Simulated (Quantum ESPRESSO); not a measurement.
# MgS, rock salt type, strained in the (001) plane: a series in biaxial strain in the plane, part 4 of 6

What law, if any, do the results for MgS, rock salt type, strained in the (001) plane follow against biaxial strain in the plane?

Quantum ESPRESSO 7.5; plane-wave DFT, PBE, GBRV ultrasoft pseudopotentials.

So far. Step 2 (Variable-cell relaxation of the reference):  The last row is no step: it is a fresh SCF in the final cell with a new plane-wave basis, +0 meV from the row before. Step 3 (Relaxing cell and ions, -4 %):  The last row is no step: it is a fresh SCF in the final cell with a new plane-wave basis, -0 meV from the row before.

The structure was built from a prototype and need not be the compound's stable phase.

### Step 6. Variable-cell relaxation, -3 %

File m1.relax.in:

```
&control
  prefix = 'm1.relax'
  outdir = './out'
  pseudo_dir = './pseudo'
  nstep = 40
  forc_conv_thr = 0.001
  calculation = 'vc-relax'
/
&system
  ibrav = 0
  nat = 4
  ntyp = 2
  ecutwfc = 50
  ecutrho = 250
  occupations = 'fixed'
/
&electrons
  conv_thr = 1e-10
  mixing_beta = 0.6
  electron_maxstep = 120
/
&ions
/
&cell
  cell_dofree = 'z'
  press_conv_thr = 0.3
/
ATOMIC_SPECIES
  Mg  24.3050  mg_pbe_v1.4.uspp.F.UPF
  S   32.0600  s_pbe_v1.4.uspp.F.UPF
CELL_PARAMETERS angstrom
  3.58593761688000 0.00000000000000 0.00000000000000
  0.00000000000000 3.58593761688000 0.00000000000000
  0.00000000000000 0.00000000000000 5.22682067900000
ATOMIC_POSITIONS crystal
  Mg  0.000000000000 0.000000000000 0.000000000000
  S   0.500000000000 0.500000000000 0.000000000000
  Mg  0.500000000000 0.500000000000 0.500000000000
  S   0.000000000000 0.000000000000 0.500000000000
K_POINTS automatic
  6 6 6 0 0 0
```

The run is started by

```bash
$ OMP_NUM_THREADS=1 mpirun -n 4 pw.x -nk 4 -in m1.relax.in > m1.relax.out
```

Output:

```text
[banner, memory and clock lines left out]
Program PWSCF v.7.5 starts
[...]
Message from routine setup:
[...]
number of electrons       =        32.00
     number of Kohn-Sham states=           16
     kinetic-energy cutoff     =      50.0000  Ry
     charge density cutoff     =     250.0000  Ry
[...]
number of k points=    40
[...]
Dense  grid:    30229 G-vectors     FFT dimensions: (  36,  36,  50)
[...]
Starting wfcs are   18 randomized atomic wfcs
[...]
estimated scf accuracy    <       0.35691874 Ry
[...]
estimated scf accuracy    <       0.02381187 Ry
[...]
estimated scf accuracy    <       0.00230745 Ry
[...]
estimated scf accuracy    <       0.00024308 Ry
[...]
estimated scf accuracy    <       0.00006162 Ry
[...]
estimated scf accuracy    <       0.00001564 Ry
[...]
estimated scf accuracy    <       0.00000050 Ry
[...]
estimated scf accuracy    <          9.8E-09 Ry
[...]
estimated scf accuracy    <          9.3E-09 Ry
[...]
estimated scf accuracy    <          1.4E-09 Ry
[...]
highest occupied level (ev):     6.8612
!    total energy              =    -299.26172429 Ry
     estimated scf accuracy    <          8.2E-11 Ry
[...]
one-electron contribution =    -193.59822572 Ry
     hartree contribution      =     101.20898902 Ry
     xc contribution           =     -51.07250186 Ry
     ewald contribution        =    -155.79998573 Ry
     convergence has been achieved in  11 iterations
[...]
Total force =     0.000000     Total SCF correction =     0.000000
[...]
estimated scf accuracy    <       0.00000557 Ry
[...]
estimated scf accuracy    <       0.00000043 Ry
[...]
estimated scf accuracy    <          9.5E-09 Ry
[...]
estimated scf accuracy    <          1.6E-09 Ry
[...]
highest occupied level (ev):     6.8183
!    total energy              =    -299.26203563 Ry
     estimated scf accuracy    <          5.5E-11 Ry
[...]
one-electron contribution =    -193.97261144 Ry
     hartree contribution      =     101.33156233 Ry
     xc contribution           =     -51.06479833 Ry
     ewald contribution        =    -155.55618819 Ry
     convergence has been achieved in   5 iterations
[...]
Total force =     0.000000     Total SCF correction =     0.000000
[...]
estimated scf accuracy    <       0.00001226 Ry
[...]
estimated scf accuracy    <       0.00000092 Ry
[...]
estimated scf accuracy    <       0.00000002 Ry
[...]
estimated scf accuracy    <          3.5E-09 Ry
[...]
estimated scf accuracy    <          1.1E-10 Ry
[...]
estimated scf accuracy    <          6.2E-12 Ry
[...]
highest occupied level (ev):     6.7539
!    total energy              =    -299.26233586 Ry
     estimated scf accuracy    <          7.4E-13 Ry
[...]
one-electron contribution =    -194.53702647 Ry
     hartree contribution      =     101.51791276 Ry
     xc contribution           =     -51.05353564 Ry
     ewald contribution        =    -155.18968650 Ry
     convergence has been achieved in   7 iterations
[...]
Total force =     0.000000     Total SCF correction =     0.000000
[...]
estimated scf accuracy    <       0.00001333 Ry
[...]
estimated scf accuracy    <       0.00000099 Ry
[...]
estimated scf accuracy    <       0.00000003 Ry
[...]
estimated scf accuracy    <          3.6E-09 Ry
[...]
estimated scf accuracy    <          1.0E-10 Ry
[...]
estimated scf accuracy    <          8.1E-12 Ry
[...]
estimated scf accuracy    <          1.0E-12 Ry
[...]
highest occupied level (ev):     6.6860
!    total energy              =    -299.26245069 Ry
     estimated scf accuracy    <          1.3E-14 Ry
[...]
one-electron contribution =    -195.13687728 Ry
     hartree contribution      =     101.71785850 Ry
     xc contribution           =     -51.04200126 Ry
     ewald contribution        =    -154.80143065 Ry
     convergence has been achieved in   8 iterations
[...]
Total force =     0.000000     Total SCF correction =     0.000000
[...]
estimated scf accuracy    <       0.00000009 Ry
[...]
estimated scf accuracy    <          6.6E-09 Ry
[...]
estimated scf accuracy    <          1.8E-10 Ry
[...]
estimated scf accuracy    <          2.6E-11 Ry
[...]
highest occupied level (ev):     6.6805
!    total energy              =    -299.26245140 Ry
     estimated scf accuracy    <          7.6E-13 Ry
[...]
one-electron contribution =    -195.18645261 Ry
     hartree contribution      =     101.73446761 Ry
     xc contribution           =     -51.04106726 Ry
     ewald contribution        =    -154.76939914 Ry
     convergence has been achieved in   5 iterations
[...]
Total force =     0.000000     Total SCF correction =     0.000000
[...]
number of electrons       =        32.00
     number of Kohn-Sham states=           16
     kinetic-energy cutoff     =      50.0000  Ry
     charge density cutoff     =     250.0000  Ry
[...]
number of k points=    40
[...]
Dense  grid:    30823 G-vectors     FFT dimensions: (  36,  36,  54)
[...]
Starting wfcs are   18 randomized atomic wfcs
[...]
estimated scf accuracy    <       0.32908574 Ry
[...]
estimated scf accuracy    <       0.01747762 Ry
[...]
estimated scf accuracy    <       0.00163255 Ry
[...]
estimated scf accuracy    <       0.00006089 Ry
[...]
estimated scf accuracy    <       0.00000160 Ry
[...]
estimated scf accuracy    <       0.00000115 Ry
[...]
estimated scf accuracy    <       0.00000023 Ry
[...]
estimated scf accuracy    <       0.00000003 Ry
[...]
estimated scf accuracy    <          9.8E-11 Ry
[...]
estimated scf accuracy    <          1.2E-10 Ry
[...]
estimated scf accuracy    <          1.7E-11 Ry
[...]
highest occupied level (ev):     6.6804
!    total energy              =    -299.26246785 Ry
     estimated scf accuracy    <          2.2E-13 Ry
[...]
one-electron contribution =    -195.18639837 Ry
     hartree contribution      =     101.73436179 Ry
     xc contribution           =     -51.04103213 Ry
     ewald contribution        =    -154.76939914 Ry
     convergence has been achieved in  12 iterations
[...]
Total force =     0.000000     Total SCF correction =     0.000000
[...]
```

Wall time 84 s (4 MPI ranks of Intel Xeon Platinum 8259CL at 2.50GHz (Skylake/Cascade Lake), shared host); peak memory 0.42 GiB; 5.6 min of CPU time.

The steps of the relaxation:

```
step  energy less that of the first step (eV)  largest force (eV/Å)  volume (Å³)
   1                                   0.0000                0.0000        67.21
   2                                  -0.0042                0.0000        67.51
   3                                  -0.0083                0.0000        67.96
   4                                  -0.0099                0.0000        68.43
   5                                  -0.0099                0.0000        68.47
   6                                  -0.0101                0.0000        68.47
```

```
conventional cell, symmetrised  before  after  change
                         a (Å)   3.586  3.586  +0.0 %
                         b (Å)   3.586  3.586  +0.0 %
                         c (Å)   5.227  5.325  +1.9 %
              volume (Å³/atom)   16.80  17.12  +1.9 %
```

The relaxed structure:

```cif
data_structure
_symmetry_space_group_name_H-M 'P 1'
_symmetry_Int_Tables_number 1
_cell_length_a 3.5859
_cell_length_b 3.5859
_cell_length_c 5.3247
_cell_angle_alpha 90.000
_cell_angle_beta 90.000
_cell_angle_gamma 90.000
_cell_volume 68.47
loop_
_atom_site_label
_atom_site_type_symbol
_atom_site_fract_x
_atom_site_fract_y
_atom_site_fract_z
_atom_site_occupancy
Mg1 Mg 0.00000 0.00000 0.00000 1
S2 S 0.50000 0.50000 0.00000 1
Mg3 Mg 0.50000 0.50000 0.50000 1
S4 S 0.00000 0.00000 0.50000 1
```

 The last row is no step: it is a fresh SCF in the final cell with a new plane-wave basis, -0 meV from the row before.

This step gave:

- free energy: -4071.6733 eV
- valence top, on the run's zero: 6.680 eV

### Step 7. Self-consistent run, -3 %

File m1.scf.in:

```
&control
  prefix = 'm1.scf'
  outdir = './out'
  pseudo_dir = './pseudo'
  calculation = 'scf'
  tprnfor = .true.
/
&system
  ibrav = 0
  nat = 4
  ntyp = 2
  ecutwfc = 40
  ecutrho = 200
  occupations = 'fixed'
  nbnd = 20
/
&electrons
  conv_thr = 1e-09
  mixing_beta = 0.6
  electron_maxstep = 120
/
ATOMIC_SPECIES
  Mg  24.3050  mg_pbe_v1.4.uspp.F.UPF
  S   32.0600  s_pbe_v1.4.uspp.F.UPF
CELL_PARAMETERS angstrom
  3.58593761700000 0.00000000000000 0.00000000000000
  0.00000000000000 3.58593761700000 0.00000000000000
  0.00000000000000 0.00000000000000 5.32468755000000
ATOMIC_POSITIONS crystal
  Mg  0.000000000000 0.000000000000 0.000000000000
  S   0.500000000000 0.500000000000 0.000000000000
  Mg  0.500000000000 0.500000000000 0.500000000000
  S   0.000000000000 0.000000000000 0.500000000000
K_POINTS automatic
  6 6 6 0 0 0
```

The run is started by

```bash
$ OMP_NUM_THREADS=1 mpirun -n 4 pw.x -nk 4 -in m1.scf.in > m1.scf.out
```

Output:

```text
[banner, memory and clock lines left out]
Program PWSCF v.7.5 starts
[...]
Message from routine setup:
[...]
number of electrons       =        32.00
     number of Kohn-Sham states=           20
     kinetic-energy cutoff     =      40.0000  Ry
     charge density cutoff     =     200.0000  Ry
[...]
number of k points=    40
[...]
Dense  grid:    22081 G-vectors     FFT dimensions: (  32,  32,  45)
[...]
Starting wfcs are   18 randomized atomic wfcs +    2 random wfcs
[...]
estimated scf accuracy    <       0.33345117 Ry
[...]
estimated scf accuracy    <       0.02082678 Ry
[...]
estimated scf accuracy    <       0.00174000 Ry
[...]
estimated scf accuracy    <       0.00005093 Ry
[...]
estimated scf accuracy    <       0.00000078 Ry
[...]
estimated scf accuracy    <       0.00000001 Ry
[...]
highest occupied, lowest unoccupied level (ev):     6.6805    9.3382
!    total energy              =    -299.26200027 Ry
     estimated scf accuracy    <          7.2E-10 Ry
[...]
one-electron contribution =    -195.18973214 Ry
     hartree contribution      =     101.73897769 Ry
     xc contribution           =     -51.04184668 Ry
     ewald contribution        =    -154.76939914 Ry
     convergence has been achieved in   7 iterations
[...]
Total force =     0.000000     Total SCF correction =     0.000000
[...]
```

Wall time 13 s (4 MPI ranks); peak memory 0.34 GiB; 48 s of CPU time.

Numbers from this step:

* free energy: -4071.6669 eV
* valence top, on the run's zero: 6.681 eV
* conduction bottom, on the run's zero: 9.338 eV
* gap by band count: 2.658 eV

### Step 8. Complex bands with pwcond.x, -3 %

File m1.cbs.in:

```
&inputcond
  outdir = './out'
  prefixl = 'm1.scf'
  band_file = 'm1.cbs'
  ikind = 0
  ewind = 4.0
  epsproj = 1e-05
  nz1 = 7
  energy0 = 4.95
  denergy = -0.15
/
3
  0.00000000 0.00000000 1.00000000
  0.50000000 0.00000000 1.00000000
  0.50000000 0.50000000 1.00000000
41
```

The run is started by

```bash
$ OMP_NUM_THREADS=1 mpirun -n 4 pwcond.x -in m1.cbs.in > m1.cbs.out
```

Output:

```text
[banner, memory and clock lines left out]
Program PWCOND v.7.5 starts
[citation notice left out]

[...]
./out/m1.scf.save/

     IMPORTANT: XC functional enforced from input :
     Exchange-correlation= PBE
                           (   1   4   3   4   0   0   0)
     Any further DFT definition will be discarded
     Please, verify this is what you really want

     Reading collected, re-writing distributed wavefunctions

===== INPUT FILE containing the left lead =====

     GEOMETRY:

     lattice parameter (alat)  =       6.7764  a.u.
[...]
-0.2264154   0.0000000   4.8000000
  -0.3291088   0.0000000   4.8000000
  -0.4778698  -0.0000000   4.8000000
[... further energies and points left out ...]
---  E-Ef =   -0.9000000  k =    0.5000000   0.5000000
---  ie =         40  ik =          3
 Nchannels of the left tip =            0
 Right moving states:
   k1(2pi/a)   k2(2pi/a)   E-Ef (eV)
 Left moving states:
   k1(2pi/a)   k2(2pi/a)   E-Ef (eV)

---  E-Ef =   -1.0500000  k =    0.5000000   0.5000000
---  ie =         41  ik =          3
 Nchannels of the left tip =            0
 Right moving states:
   k1(2pi/a)   k2(2pi/a)   E-Ef (eV)
 Left moving states:
   k1(2pi/a)   k2(2pi/a)   E-Ef (eV)

[...]
```

Elapsed: 2.1 min, on 4 MPI ranks; peak memory 0.27 GiB; 8.4 min of CPU time.

K across = (0, 0) in the cell's reciprocal vectors; values within 0.0025 1/Å of each other count once, columns are sorted by size at each energy, a dash where no further value was kept. Table of Im kz of the slowest decaying states by energy, zero at the highest filled level of the SCF mesh:

```
energy (eV)  decay 1 (Å⁻¹)  decay 2 (Å⁻¹)  decay 3 (Å⁻¹)
      -1.05          0.745           1.22           1.84
      -0.60          0.704           1.17           1.81
      -0.15          0.101          0.661           1.12
       0.00          0.011          0.217          0.645
       0.30           0.13          0.332          0.614
       0.75           0.19          0.428          0.562
       1.20          0.219          0.485          0.504
       1.65          0.232          0.436          0.523
       2.25          0.228          0.322          0.551
       2.70          0.191           0.21          0.561
       3.15          0.175          0.564          0.577
       3.60          0.107          0.452          0.561
       4.05          0.271          0.551           1.41
       4.50          0.536           1.37           1.52
       4.95          0.515           1.32           1.50
```

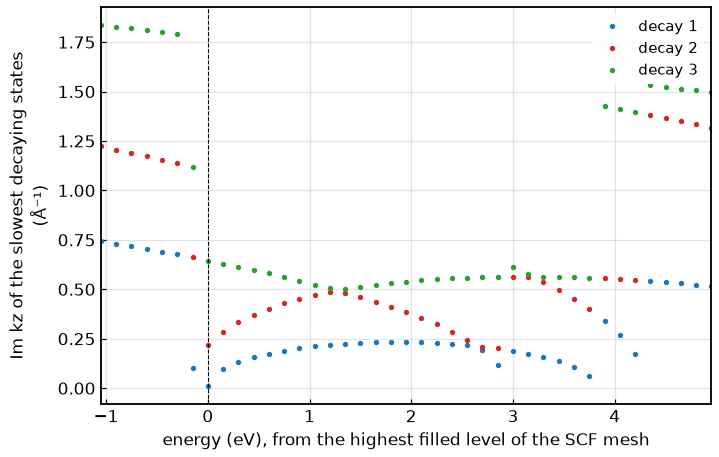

Im kz of the slowest decaying states, plotted against energy.

[end of part 4 of 6]

[Logs are printed without paths, hosts, clocks, repeated set-up lines and the standing remarks that a program may print on its own settings, such as how far it seeks lower states.]

[Hosts, paths, dates, database ids (printed as entryN), source tags and the programs' standing remarks are cut or masked in the printed files.]

[Maps of the electrostatic potential energy from Ansatz leave out the sawtooth potential of an applied field or a dipole correction, so their vacuum need not be flat; planar profiles and work functions include it.]
